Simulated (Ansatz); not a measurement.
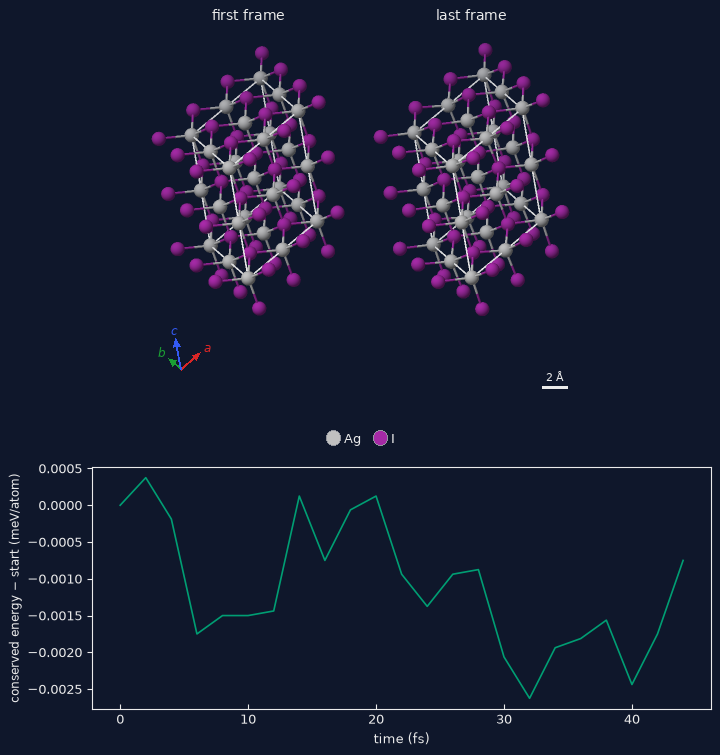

Molecular dynamics of a 16-atom cell of AgI (built on the measured structure type), of which 44 fs are on record. Style: ball-and-stick. Shown: the reduced simulation cell, slightly off an axis. Bonds to atoms that aren't drawn are left out. Lengths and directions refer to the drawn axes.

These are results of Ansatz, DFT, PBE, plane waves, PAW, not measurements. Run with plane-wave cutoff 420 eV; k-point mesh 2 × 2 × 2; Fermi-Dirac smearing 0.02 eV; Langevin thermostat and barostat (NPT); set temperature 200 K; time step 2 fs.

### Check the integration.

The conserved quantity stays between −0.0026 and 0.00038 meV per atom of its start. A straight-line fit has a slope that amounts to −0.0016 meV per atom over 44 fs (under 0.1 % of the mean kinetic energy), its mean offset in the second half is under 0.1 %, and the ripple about the line is under 0.1 % of the kinetic energy's fluctuation. With a drift under 2 % and a ripple under 7 %, the integration is accurate. The run was cut off by its time limit after 22 steps. Over the second half the temperature averages 152 K (spread ±10 K). The potential energy in the second half lies on average 2.1 meV per atom above the first frame. The mean pressure there is 0.2 GPa. The volume ends +4.1 % from the start.

Cost: 7.6 min on 4 threads of Arm Neoverse N1, with other jobs on the host, peak memory 2.7 GiB.
